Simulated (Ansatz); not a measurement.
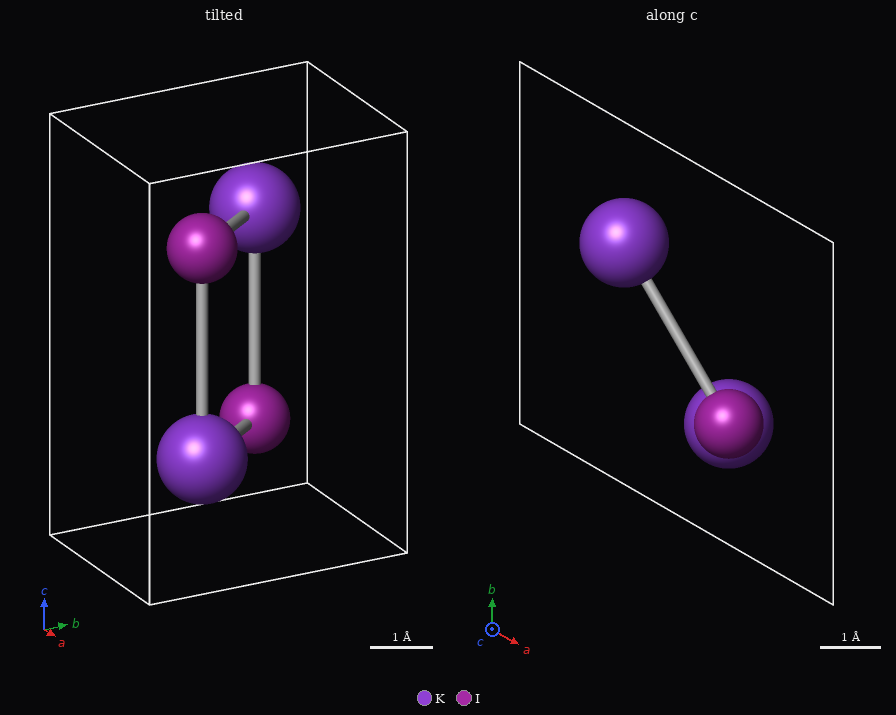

This ball-and-stick model is shown slightly off an axis and along the c axis. Atoms at the boundary of the conventional unit cell (the box) are drawn once for each face, edge or corner they touch.

KI, space group P6_3/mmc (No. 194), a = 6.039 Å, b = 6.039 Å, c = 7.039 Å, α = 90.00°, β = 90.00°, γ = 120.00°. The structure was taken from a structure type filled with these elements by a generator (whether the compound takes this form wasn't checked). Earlier steps of the study, as a rule a relaxation of our own, may have changed the cell and positions, so they can lie some per cent off the listed ones. Ansatz was used for an electronic-structure calculation on it.

This one geometry was computed with Ansatz (DFT, plane waves, PAW) at four levels of theory: PBE with spin-orbit coupling, r2SCAN, LDA and PBE. It was relaxed beforehand with r2SCAN.

**How does the band gap change with the level of theory?**

LDA: a gap of 3.49 eV, direct; PBE with spin-orbit coupling: a gap of 3.56 eV, direct; PBE: a gap of 3.79 eV, direct; r2SCAN: a gap of 4.35 eV, direct.

**Collect the results in a table.**

| level | cutoff (eV) | k-mesh of the run's cell | gap (eV) | pressure (GPa) |
| --- | --- | --- | --- | --- |
| PBE with spin-orbit coupling | 420 | 6×6×4 | 3.56 | 0.3 |
| r2SCAN | 500 | 6×6×4 | 4.35 | 0.0 |
| LDA | 420 | 6×6×4 | 3.49 | -1.0 |
| PBE | 420 | 6×6×4 | 3.79 | 0.3 |

Gaps are taken on the k-mesh or band path of each run.
